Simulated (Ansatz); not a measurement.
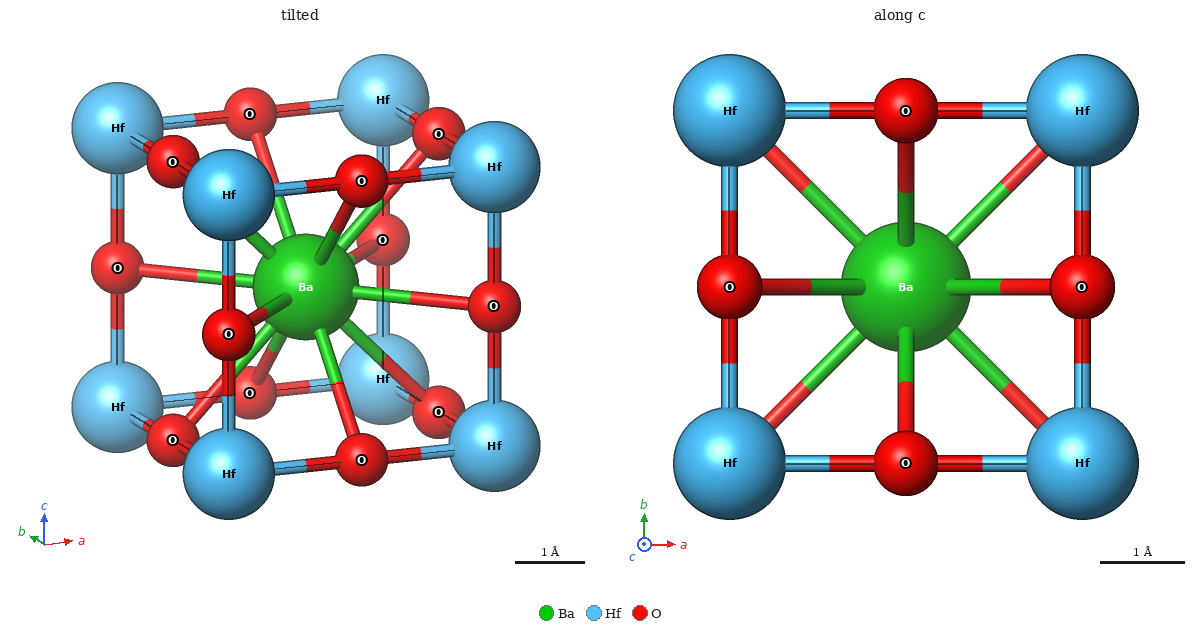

This ball-and-stick model is shown slightly off an axis and along the c axis. The lines enclose the conventional unit cell; boundary atoms appear with their images.

BaHfO3, cubic perovskite, space group Pm-3m (No. 221), a = 4.206 Å, b = 4.206 Å, c = 4.206 Å, α = 90.00°, β = 90.00°, γ = 90.00°. The initial geometry was a structure listed in the Materials Project. Earlier steps of the study, as a rule a relaxation of our own, may have changed the cell and positions, so they can lie some per cent off the listed ones. It was run through Ansatz as a DFT input.

This one geometry was computed with Ansatz (DFT, plane waves, PAW) at three levels of theory: HSE06, PBE and PBEsol.

> Which level gives the highest pressure at this volume, and what does that say about its equilibrium volume?

Highest: PBE (0.0 GPa), which points to the largest equilibrium volume. Lowest, with the smallest volume: PBEsol (-5.5 GPa). Levels within 0.5 GPa of each other can't be told apart.

> How does the band gap change with the level of theory?

PBEsol: a gap of 3.52 eV, indirect; PBE: a gap of 3.62 eV, indirect; HSE06: a gap of 5.13 eV, indirect.

> Collect the results in a table.

| level | cutoff (eV) | k-mesh of the run's cell | gap (eV) | pressure (GPa) |
| --- | --- | --- | --- | --- |
| HSE06 | 420 | 4×4×4 | 5.13 | -3.6 |
| PBE | 420 | 6×6×6 | 3.62 | 0.0 |
| PBEsol | 420 | 6×6×6 | 3.52 | -5.5 |

Gaps are taken on the k-mesh or band path of each run.
